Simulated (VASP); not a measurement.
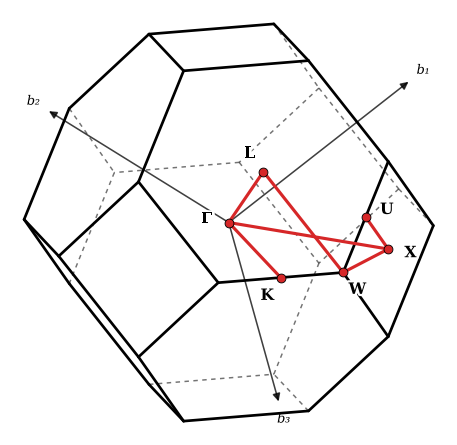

Crystal: HgTe, the end point of a relaxation with VASP Kohn-Sham DFT of a periodic cell, rev-vdW-DF2, VASP PAW PBE potentials, recommended (VASP). The first Brillouin zone and its special points. All values are computed from the atomic coordinates in the standard setting (tolerance 0.002 Å).

Space group No. 216, F-43m; a = 6.596 Å, b = 6.596 Å, c = 6.596 Å, α = 90.00°, β = 90.00°, γ = 90.00°.

Labels and path follow the convention of Hinuma et al. (2017), as computed by seekpath; the arrows show the directions of the reciprocal primitive vectors b₁, b₂, b₃, in which coordinates are given; lengths include the factor 2π.

List the special points with their coordinates and distances from Γ.

Answer.
```tsv
point	k₁	k₂	k₃	length of k (1/Å)
Γ	0	0	0	0.000
X	1/2	0	1/2	0.953
L	1/2	1/2	1/2	0.825
W	1/2	1/4	3/4	1.065
K	3/8	3/8	3/4	1.010
U	5/8	1/4	5/8	1.010
```

What is the zone's volume?

Answer. (2π)³ over the primitive cell's volume of 71.74 Å³: 3.46 Å⁻³.
